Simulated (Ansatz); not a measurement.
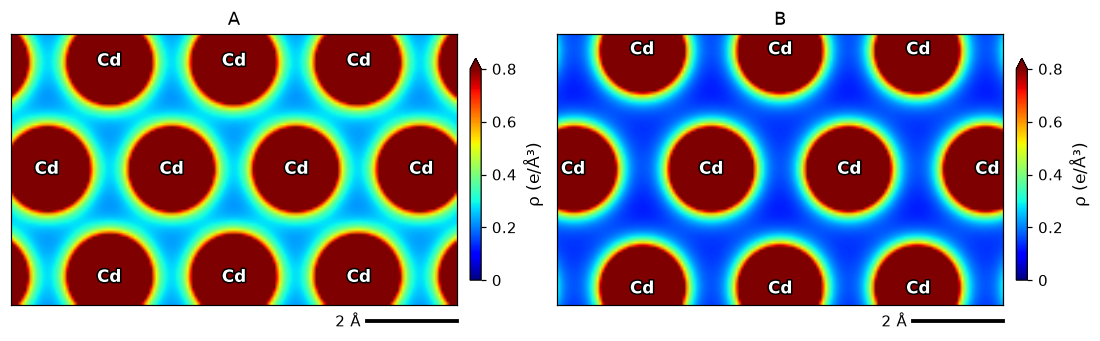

Cd. The valence charge density (pseudo) of two cells that differ in size and shape, on the (001) plane of each (indices in the axes of the calculation cell), at one length scale and on one colour scale; one has 21.1 and the other 21.9 Å³ an atom.

Space group P6₃/mmc.

The calculation used DFT r2SCAN, scalar-relativistic, plane waves, PAW in Ansatz 0.2.0.

The density is the valence pseudo-density of a PAW calculation; it isn't the true density close to the nuclei.

The larger cell:

```
CELL_PARAMETERS angstrom
3.08026 0.00000 0.00000
-1.54013 2.66758 0.00000
0.00000 0.00000 5.32944
ATOMIC_POSITIONS crystal
Cd 0.33333 0.66667 0.25000
Cd 0.66667 0.33333 0.75000
```

The smaller cell: a = 2.784 Å, b = 2.784 Å, c = 6.292 Å, α = 90.00°, β = 90.00°, γ = 120.00°.

### Which is the denser cell? Describe the effect of the change.

Panel A is the smaller cell, by 4 % in volume. From the larger cell to the smaller, Cd–Cd goes from 3.08 to 2.78 Å, and the density at its midpoint from 0.17 to 0.28 e/Å³; the pressure goes from −1.0 to 9 GPa.
